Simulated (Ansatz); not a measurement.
**Run report: NiSb, geometry relaxation (part 1 of 2)**

The run: geometry relaxation of NiSb (P6₃/mmc, 4 atoms in the cell). Method and program: DFT PBEsol, scalar-relativistic, plane waves, PAW, no spin polarisation (Ansatz 0.2.0).

The structure derives from an entry of the Crystallography Open Database. It belongs to a series of runs on one base structure; here: biaxial strain in the a-b plane, c and atoms relaxed: +2.0 %. Figures and captions count atoms from 1; the log counts them from 0 in places.

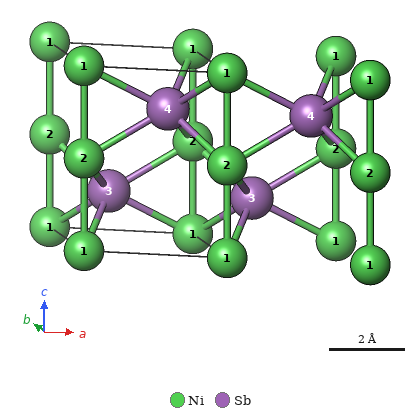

*The input geometry (ball-and-stick view of the cell of the calculation, repeated 2 × 1 × 1, seen slightly off an axis; atoms are numbered from 1 in the order of the input).*

Near neighbours in the crystal (not all of them lie inside the picture): Ni has 2 Ni at 2.50 Å and 6 Sb at 2.62 Å; Sb has 6 Ni at 2.62 Å.

Summary

- outcome: converged
- space group (tolerance 0.01 Å): P6₃/mmc (194)
- electrons treated: 66
- free energy: −24427.3240 eV
- Fermi energy: 14.998 eV
- gap on the k-point mesh: none (metallic)
- pressure: −2.70 GPa
- final volume: 68.87 Å³
- largest force (length of the vector) at the end: under 0.001 eV/Å
- final cell: a = 3.994 Å, b = 3.994 Å, c = 4.985 Å, α = 90.00°, β = 90.00°, γ = 120.00°
- hardware: 1 thread of Arm Neoverse V1, 24 GiB of memory available, shared host
- wall time: 2.6 min
- peak memory: 0.69 GiB

Remarks

The run has no spin polarisation, so a magnetic state may lie lower.

The input
```yaml
crystal:
  lattice:
    - [3.9942567495, 0.0, 0.0]
    - [-1.9971283747, 3.4591278143, 0.0]
    - [0.0, 0.0, 5.0094518454]
  atoms:
    - { symbol: Ni, position: [0.0, 0.0, 0.0] }
    - { symbol: Ni, position: [0.0, 0.0, 0.5] }
    - { symbol: Sb, position: [0.3333333333, 0.6666666667, 0.25] }
    - { symbol: Sb, position: [0.6666666667, 0.3333333333, 0.75] }
basis:
  ecutwfc: 420
kpoints:
  mp_grid: { grid: [18, 18, 10] }
hamiltonian:
  xc: pbesol
scf:
  occupations: { method: gaussian, width: 0.1 }
output:
  forces: true
  stress: true
  eigenvalues: true
  write_density: true
  write_potential: true
  elf: true
  volumetric_format: npy
relax:
  adjacent_minimum: "off"
  f_tol: 0.008
  max_steps: 40
  cell: { stress_tol: 0.015, fix: [a, b, gamma] }
```

Launch command:
```bash
ansatz run input.yaml --threads 1 --pin off --max-ram 2560MiB --backend cpu --events-out ev --progress --plain --runs-dir out
```

Output
```
Engine: ansatz 0.2.0, aarch64-unknown-linux-gnu
Pseudopotentials: kind: paw
Pseudopotential: Ni, paw, valence charge 18, recommended cutoff 420 eV (normal), Ni.paw.azcp
Pseudopotential: Sb, paw, valence charge 15, recommended cutoff 420 eV (normal), Sb.paw.azcp
Functional definition: PBEsol
  exchange = pbesol_x
  correlation = pbesol_c
Crystal: 4 atoms, lattice volume = 69.214 Å³
Basis set: ecut = 420 eV, 1385 PW (Γ), exchange–correlation on 54×54×72 points (8 copies of the dense FFT grid, shifted against one another)
Bands: 40, of which v1, the nominal top of the filled ones, is band 33 counted from 1 (32 counted from 0)
Symmetry: 24 space group operations
Space group: P63/mmc (ITA 194), of the structure as read, at distance tolerance 4.1e-5 Å
k-points: 222 of 3240
Non-local potential: Ni, projectors of the file, l = 0: 3, l = 1: 2, l = 2: 3, l = 3: 1
Non-local potential: Sb, projectors of the file, l = 0: 2, l = 1: 2, l = 2: 2, l = 3: 2
PAW form: soft (Blöchl's): semilocal exchange-correlation on the pseudo side does not see the compensation charge
PAW frozen core: Ni, regenerated for the run's functional, and the local potential with it (the file was generated under x = pbe(κ = 0.804, μ = 0.2195149727645171), c = pbe(β = 0.06672455060314922))
PAW frozen core: Sb, regenerated for the run's functional, and the local potential with it (the file was generated under x = pbe(κ = 0.804, μ = 0.2195149727645171), c = pbe(β = 0.06672455060314922))
PAW one-centre angular grid: Ni, 590 points (default); XC on 64 Gauss nodes
PAW one-centre angular grid: Sb, 590 points (default); XC on 64 Gauss nodes
Initial density: superposition of atomic densities (neutral atoms: chi_scale 0, normalization atom), corrected by the library's trained network
Initial wavefunctions: pseudopotential atomic-orbital guess
Functional: x = pbesol(κ = 0.804, μ = 0.12345679012345678), c = pbesol(β = 0.046)
SCF iter   1: F=—  HF=-24427.335498 eV  |F-HF|=—  |Δ(HF+E_count)|=         —  Δρ=1.50e-2  dr2=9.60e-2  ethr=1.77e-3  ⟨swp⟩=6.5  Hψ=34998  notcnv=0  defer=14
preconditioner: auto → Kerker (q_TF=auto, 2.707 Å⁻¹)  [metal: Δε(μ)=0.002 eV  Ē_g=17.993 eV  σ=0.100 eV  W_gap=0.01  n_scr=22 (ndim 8)  ℏωp=31.6 eV  f_vac=0.006  D(μ)=2.53/eV (n_scr^D=22)]
SCF iter   2: F=—  HF=-24427.323897 eV  |F-HF|=—  |Δ(HF+E_count)|=   1.16e-2  Δρ=4.28e-3  dr2=8.65e-3  ethr=1.45e-4  ⟨swp⟩=2.2  Hψ=13021  notcnv=0  defer=247
SCF iter   3: F=—  HF=-24427.323015 eV  |F-HF|=—  |Δ(HF+E_count)|=   8.82e-4  Δρ=1.13e-3  dr2=8.92e-4  ethr=1.31e-5  ⟨swp⟩=1.2  Hψ=8655  notcnv=0  defer=247
SCF iter   4: F=—  HF=-24427.322911 eV  |F-HF|=—  |Δ(HF+E_count)|=   1.04e-4  Δρ=2.00e-4  dr2=3.62e-5  ethr=1.35e-6  ⟨swp⟩=2.1  Hψ=11506  notcnv=0  defer=247
SCF iter   5: F=—  HF=-24427.322920 eV  |F-HF|=—  |Δ(HF+E_count)|=   9.14e-6  Δρ=9.71e-5  dr2=8.71e-6  ethr=5.48e-8  ⟨swp⟩=2.2  Hψ=13707  notcnv=0  defer=247
SCF iter   6: F=—  HF=-24427.322920 eV  |F-HF|=—  |Δ(HF+E_count)|=   4.09e-7  Δρ=3.76e-5  dr2=1.21e-6  ethr=1.32e-8  ⟨swp⟩=1.9  Hψ=9641  notcnv=0  defer=247
SCF iter   7: F=-24427.322920 eV  HF=-24427.322920 eV  |F-HF|=1.03e-8  |Δ(HF+E_count)|=   8.85e-8  Δρ=8.61e-6  dr2=4.31e-8  ethr=1.52e-10  ⟨swp⟩=11.3  Hψ=67516  notcnv=0
SCF 1 converged in 7 iterations: F = -24427.322920 eV  dr2 = 4.31e-8
  greatest PAW one-centre occupation: 1.001 electrons in one spin orbital (limit 2), on the Ni atom at site 1 (counted from 0), in its partial waves of l = 1
relax step   1: F+E_penalty+E_count = -24427.32291980 eV  Δ(F+E_penalty+E_count) = +0.000e0 eV  max|allowed force component| = 1.908e-17 eV/Å  Δτ_max = 0.0000 Å  P = -3.292 GPa  Ω = 69.214 Å³  fix = [a, b, gamma]  reactions: a -4.446, b -4.446 GPa  (7 SCF iters, dr2 threshold 1.00e-7 eV, accepted)
Crystal: 4 atoms, lattice volume = 68.941 Å³
Initial density: handed on by an earlier stage of this run
Initial wavefunctions: those handed on with the density
iter 1 solved again at ethr=3.20e-7 eV; its pass at ethr=3.10e-3 eV (dr2=2.11e-4 eV) is discarded
SCF iter   1: F=—  HF=-24427.324111 eV  |F-HF|=—  |Δ(HF+E_count)|=         —  Δρ=5.46e-4  dr2=2.72e-4  ethr=3.20e-7  ⟨swp⟩=3.4  Hψ=46332  notcnv=0
preconditioner: auto → Kerker (q_TF=auto, 2.709 Å⁻¹)  [metal: Δε(μ)=0.004 eV  Ē_g=18.053 eV  σ=0.100 eV  W_gap=0.02  n_scr=22 (ndim 8)  ℏωp=31.6 eV  f_vac=0.005  D(μ)=2.48/eV (n_scr^D=22)]
SCF iter   2: F=—  HF=-24427.324072 eV  |F-HF|=—  |Δ(HF+E_count)|=   3.89e-5  Δρ=3.30e-4  dr2=1.25e-4  ethr=3.20e-7  ⟨swp⟩=1.0  Hψ=8880  notcnv=0
SCF iter   3: F=—  HF=-24427.324039 eV  |F-HF|=—  |Δ(HF+E_count)|=   3.34e-5  Δρ=7.12e-5  dr2=4.95e-6  ethr=1.89e-7  ⟨swp⟩=2.0  Hψ=10859  notcnv=0
SCF iter   4: F=—  HF=-24427.324038 eV  |F-HF|=—  |Δ(HF+E_count)|=   3.78e-7  Δρ=3.87e-5  dr2=6.35e-7  ethr=7.50e-9  ⟨swp⟩=2.0  Hψ=11043  notcnv=0
iter 5 did not close the SCF: its close was put off for the readings that it lacked (scf_convergence_deferred on its scf_iter line)
SCF iter   5: F=-24427.324038 eV  HF=-24427.324038 eV  |F-HF|=2.20e-9  |Δ(HF+E_count)|=   4.11e-8  Δρ=7.59e-6  dr2=5.07e-8  ethr=9.63e-10  ⟨swp⟩=2.0  Hψ=11207  notcnv=0
SCF iter   6: F=-24427.324038 eV  HF=-24427.324038 eV  |F-HF|=5.46e-10  |Δ(HF+E_count)|=   8.00e-9  Δρ=2.20e-6  dr2=4.79e-9  ethr=7.68e-11  ⟨swp⟩=6.1  Hψ=55642  notcnv=0
SCF 2 converged in 6 iterations: F = -24427.324038 eV  dr2 = 4.79e-9
relax step   2: F+E_penalty+E_count = -24427.32403842 eV  Δ(F+E_penalty+E_count) = -1.119e-3 eV  max|allowed force component| = 3.990e-17 eV/Å  Δτ_max = 0.0000 Å  P = -2.824 GPa  Ω = 68.941 Å³  energy of the carried Pulay correction = +1.064e-4 eV  fix = [a, b, gamma]  reactions: a -4.137, b -4.137 GPa  (6 SCF iters, dr2 threshold 4.00e-7 eV, accepted)
Crystal: 4 atoms, lattice volume = 68.872 Å³
iter 1 solved again at ethr=2.10e-8 eV; its pass at ethr=3.10e-3 eV (dr2=1.39e-5 eV) is discarded
SCF iter   1: F=—  HF=-24427.324112 eV  |F-HF|=—  |Δ(HF+E_count)|=         —  Δρ=1.38e-4  dr2=1.74e-5  ethr=2.10e-8  ⟨swp⟩=3.4  Hψ=45543  notcnv=0
preconditioner: auto → Kerker (q_TF=auto, 2.709 Å⁻¹)  [metal: Δε(μ)=0.003 eV  Ē_g=18.060 eV  σ=0.100 eV  W_gap=0.02  n_scr=22 (ndim 8)  ℏωp=31.6 eV  f_vac=0.006  D(μ)=2.47/eV (n_scr^D=22)]
SCF iter   2: F=—  HF=-24427.324110 eV  |F-HF|=—  |Δ(HF+E_count)|=   2.56e-6  Δρ=8.35e-5  dr2=8.00e-6  ethr=2.10e-8  ⟨swp⟩=1.0  Hψ=8880  notcnv=0
SCF iter   3: F=—  HF=-24427.324107 eV  |F-HF|=—  |Δ(HF+E_count)|=   2.13e-6  Δρ=1.81e-5  dr2=3.25e-7  ethr=1.21e-8  ⟨swp⟩=2.0  Hψ=10818  notcnv=0
iter 4 did not close the SCF: its close was put off for the readings that it lacked (scf_convergence_deferred on its scf_iter line)
SCF iter   4: F=-24427.324107 eV  HF=-24427.324107 eV  |F-HF|=3.23e-8  |Δ(HF+E_count)|=   2.28e-8  Δρ=1.01e-5  dr2=4.43e-8  ethr=4.93e-10  ⟨swp⟩=2.0  Hψ=11189  notcnv=0
iter 5 did not close the SCF: its close was put off for the readings that it lacked (scf_convergence_deferred on its scf_iter line)
SCF iter   5: F=-24427.324107 eV  HF=-24427.324107 eV  |F-HF|=7.64e-11  |Δ(HF+E_count)|=   2.78e-9  Δρ=2.04e-6  dr2=3.70e-9  ethr=6.71e-11  ⟨swp⟩=2.0  Hψ=11147  notcnv=0
SCF iter   6: F=-24427.324107 eV  HF=-24427.324107 eV  |F-HF|=6.55e-11  |Δ(HF+E_count)|=  5.49e-10  Δρ=5.88e-7  dr2=3.32e-10  ethr=5.61e-12  ⟨swp⟩=5.4  Hψ=51356  notcnv=0
SCF 3 converged in 6 iterations: F = -24427.324107 eV  dr2 = 3.32e-10
relax step   3: F+E_penalty+E_count = -24427.32410735 eV  Δ(F+E_penalty+E_count) = -6.893e-5 eV  max|allowed force component| = 3.701e-17 eV/Å  Δτ_max = 0.0000 Å  P = -2.704 GPa  Ω = 68.872 Å³  energy of the carried Pulay correction = +1.334e-4 eV  fix = [a, b, gamma]  reactions: a -4.058, b -4.058 GPa  (6 SCF iters, dr2 threshold 9.87e-8 eV, accepted)
Initial wavefunctions: pseudopotential atomic-orbital guess (no wavefunctions were taken with the density)
iter 1 solved again at ethr=1.14e-7 eV; its pass at ethr=3.10e-3 eV (dr2=7.51e-5 eV) is discarded
SCF iter   1: F=—  HF=-24427.323969 eV  |F-HF|=—  |Δ(HF+E_count)|=         —  Δρ=7.93e-6  dr2=5.81e-9  ethr=1.14e-7  ⟨swp⟩=3.0  Hψ=59752  notcnv=0
eigensolver tolerance schedule: the retry pair's looser diagonalisation over-reported the residual by 12911.95 of it (diagonalisation noise at 0.90 of the residual, at the tolerance the schedule requests for it); recorded, not acted on — ethr = c·dr2/N_el stays at c = 1.0e-1
SCF iter   2: F=—  HF=-24427.323972 eV  |F-HF|=—  |Δ(HF+E_count)|=   2.60e-6  Δρ=4.51e-6  dr2=4.22e-9  ethr=8.81e-12  ⟨swp⟩=3.2  Hψ=20941  notcnv=0
SCF iter   3: F=—  HF=-24427.323972 eV  |F-HF|=—  |Δ(HF+E_count)|=   1.86e-9  Δρ=1.31e-6  dr2=3.74e-10  ethr=6.40e-12  ⟨swp⟩=1.1  Hψ=8914  notcnv=0
SCF iter   4: F=—  HF=-24427.323972 eV  |F-HF|=—  |Δ(HF+E_count)|=  2.33e-10  Δρ=2.36e-7  dr2=2.94e-11  ethr=1.00e-12  ⟨swp⟩=2.0  Hψ=11161  notcnv=0
SCF iter   5: F=—  HF=-24427.323972 eV  |F-HF|=—  |Δ(HF+E_count)|=  7.28e-12  Δρ=9.03e-8  dr2=6.25e-12  ethr=1.00e-12  ⟨swp⟩=1.0  Hψ=8880  notcnv=0
iter 6 did not close the SCF: its close was put off for the readings that it lacked (scf_convergence_deferred on its scf_iter line)
SCF iter   6: F=-24427.323972 eV  HF=-24427.323972 eV  |F-HF|=0.00e0  |Δ(HF+E_count)|=  7.28e-12  Δρ=3.37e-8  dr2=9.56e-13  ethr=1.00e-12  ⟨swp⟩=1.0  Hψ=8880  notcnv=0
iter 7 did not close the SCF: its close was put off for the readings that it lacked (scf_convergence_deferred on its scf_iter line)
SCF iter   7: F=-24427.323972 eV  HF=-24427.323972 eV  |F-HF|=0.00e0  |Δ(HF+E_count)|=  7.28e-12  Δρ=1.01e-8  dr2=5.59e-14  ethr=1.00e-12  ⟨swp⟩=1.0  Hψ=8880  notcnv=0
iter 8 did not close the SCF: its close was put off for the readings that it lacked (scf_convergence_deferred on its scf_iter line)
SCF iter   8: F=-24427.323972 eV  HF=-24427.323972 eV  |F-HF|=0.00e0  |Δ(HF+E_count)|=  3.64e-12  Δρ=1.98e-9  dr2=2.99e-15  ethr=1.00e-12  ⟨swp⟩=1.0  Hψ=8880  notcnv=0
iter 9 did not close the SCF: its close was put off for the readings that it lacked (scf_convergence_deferred on its scf_iter line)
SCF iter   9: F=-24427.323972 eV  HF=-24427.323972 eV  |F-HF|=7.28e-12  |Δ(HF+E_count)|=  3.64e-12  Δρ=9.77e-10  dr2=7.83e-16  ethr=1.00e-12  ⟨swp⟩=1.0  Hψ=8880  notcnv=0
SCF iter  10: F=-24427.323972 eV  HF=-24427.323972 eV  |F-HF|=7.28e-12  |Δ(HF+E_count)|=    0.00e0  Δρ=3.13e-10  dr2=5.28e-17  ethr=1.00e-12  ⟨swp⟩=2.0  Hψ=24268  notcnv=0
SCF 4 converged in 10 iterations: F = -24427.323972 eV  dr2 = 5.28e-17
  greatest PAW one-centre occupation: 1.001 electrons in one spin orbital (limit 2), on the Ni atom at site 0 (counted from 0), in its partial waves of l = 1
relax step   4: F+E_penalty+E_count = -24427.32397151 eV  Δ(F+E_penalty+E_count) = +1.358e-4 eV  max|allowed force component| = 4.048e-17 eV/Å  Δτ_max = 0.0000 Å  P = -2.702 GPa  Ω = 68.872 Å³  fix = [a, b, gamma]  reactions: a -4.056, b -4.056 GPa  stress off target by 6.07e-3 GPa on what of the cell is left free  SCF on the basis re-selected at this cell (its energy is not comparable with the rows above)  (10 SCF iters)
```

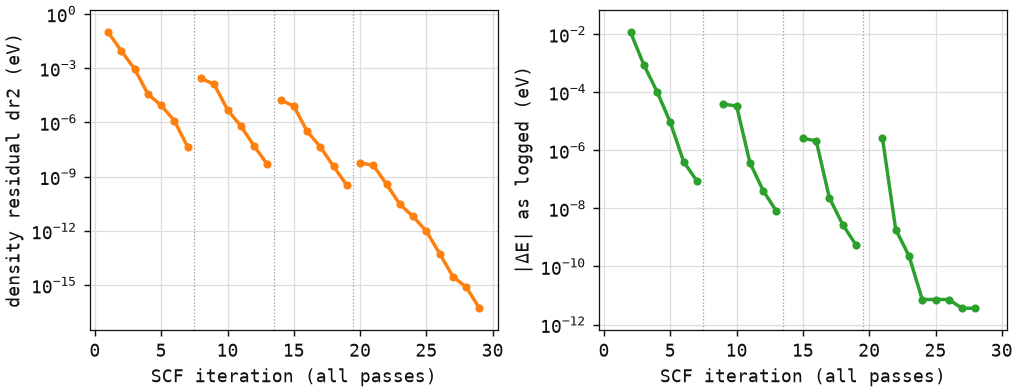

*Convergence of the self-consistent field: density residual dr2 and size of the energy change against the SCF iteration. The dotted lines part the SCF passes of the relaxation: geometry steps, rejected trials and re-solves on a re-selected basis.*

The passes take 7, 6, 6 and 10 iterations.
